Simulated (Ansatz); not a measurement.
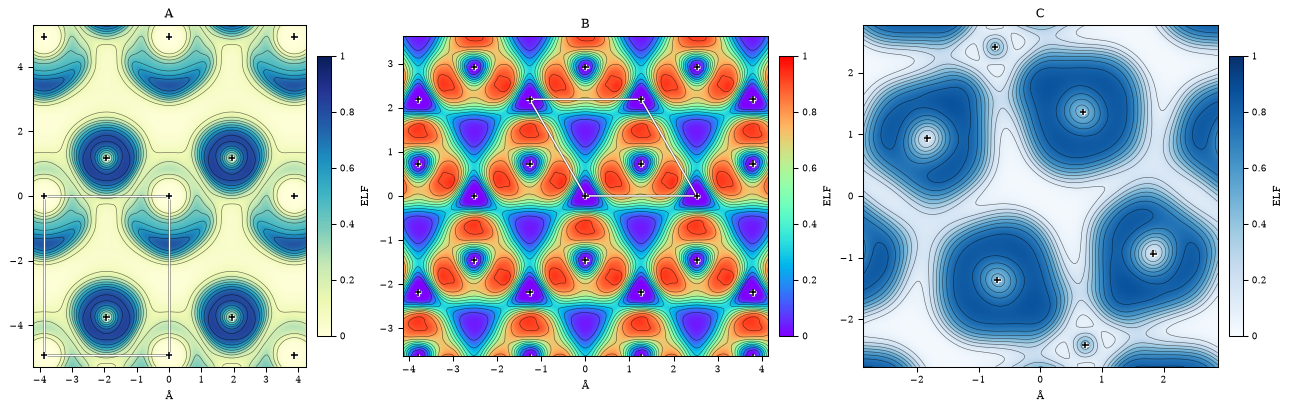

The ELF of 3 systems, each on a plane through atoms (crosses mark nuclei in the plane).

These are results of DFT, PBE, PAW with Ansatz's default frozen-core files, scalar-relativistic (Ansatz 0.2.0), not measurements.

System 1: SiO2, the (111) plane of the conventional cell. Space group P4₂/mnm; computed pressure about −7 GPa in this cell.

```
Si O
1.0
     4.26208    0.00000    0.00000
     0.00000    4.26208    0.00000
     0.00000    0.00000    2.72012
Si O
2 4
Direct
  0.00000 0.00000 0.00000
  0.50000 0.50000 0.50000
  0.30670 0.30670 0.00000
  0.19330 0.80670 0.50000
  0.69330 0.69330 0.00000
  0.80670 0.19330 0.50000
```

System 2: BN, the (001) plane of the conventional cell. Space group P6₃/mmc; changed on purpose from its base cell (equal xx and yy strain of +1 %, PAW files); computed pressure about −4 GPa in this cell.

```yaml
crystal:
  lattice:
    - [2.52903, 0.00000, 0.00000]
    - [-1.26452, 2.19021, 0.00000]
    - [0.00000, 0.00000, 6.66120]
  atoms:
    - { symbol: B, position: [0.33333, 0.66667, 0.25000] }
    - { symbol: B, position: [0.66667, 0.33333, 0.75000] }
    - { symbol: N, position: [0.33333, 0.66667, 0.75000] }
    - { symbol: N, position: [0.66667, 0.33333, 0.25000] }
```

System 3: SnO, the (010) plane of the conventional cell. Space group P4/nmm; not relaxed (largest force 0.4 eV/Å).

```cif
data_structure
_symmetry_space_group_name_H-M 'P 1'
_symmetry_Int_Tables_number 1
_cell_length_a 3.8766
_cell_length_b 3.8766
_cell_length_c 4.9308
_cell_angle_alpha 90.000
_cell_angle_beta 90.000
_cell_angle_gamma 90.000
_cell_volume 74.10
loop_
_atom_site_label
_atom_site_type_symbol
_atom_site_fract_x
_atom_site_fract_y
_atom_site_fract_z
_atom_site_occupancy
Sn1 Sn 0.00000 0.50000 0.23850 1
Sn2 Sn 0.50000 0.00000 0.76150 1
O1 O 0.00000 0.00000 0.00000 1
O2 O 0.50000 0.50000 0.00000 1
```

Which map belongs to which system?

Panel A is system 3, SnO: the plane holds Sn and O. Sn–O (2.27 Å): the ELF peaks at about 0.85 in the valence shell of O, 0.6 Å from its nucleus, and is about 0.20 at the midpoint: no localised pair shows between them. Panel B is system 2, BN: the plane holds B and N. B–N (1.46 Å): the ELF peaks at about 0.95 between the atoms; a shared but strongly polarised pair. Panel C is system 1, SiO2: the plane holds Si and O. Si–O (1.79 Å): the ELF peaks at about 0.85 between the atoms.
